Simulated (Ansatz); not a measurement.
Structure data:

```
CELL_PARAMETERS angstrom
2.41130 0.00000 0.00000
-1.20565 2.08825 0.00000
0.00000 0.00000 4.07281
ATOMIC_POSITIONS crystal
Ni 0.33333 0.66667 0.25000
Ni 0.66667 0.33333 0.75000
```

Say what kind of structure these coordinates give.

The element is nickel. It is primitive hexagonal, space group P6_3/mmc (No. 194). The structure is of the kind named hexagonal close-packed (Mg type). The cell holds two atoms. Ni bonds to twelve Ni in an anticuboctahedral arrangement at 2.41 to 2.47 Å. The bonds build a three-dimensional framework.

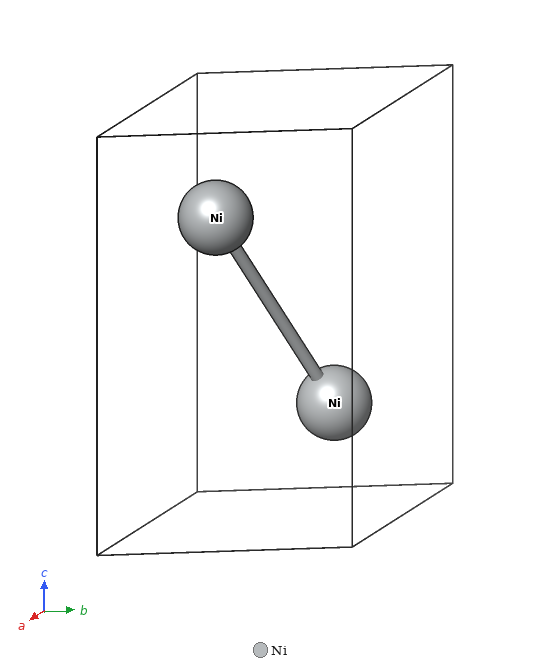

A ball-and-stick rendering, viewed slightly off an axis. The conventional unit cell is outlined; an atom on or near a face, edge or corner is repeated at each equivalent position.

The cell started as a structure listed in the Materials Project. The cell was then strained or its atoms displaced on purpose. It was run through Ansatz as a DFT input.

At this level of theory the cell isn't at rest (stretched, at -4 GPa), so its distances can differ from those at equilibrium, the more so the softer the solid.
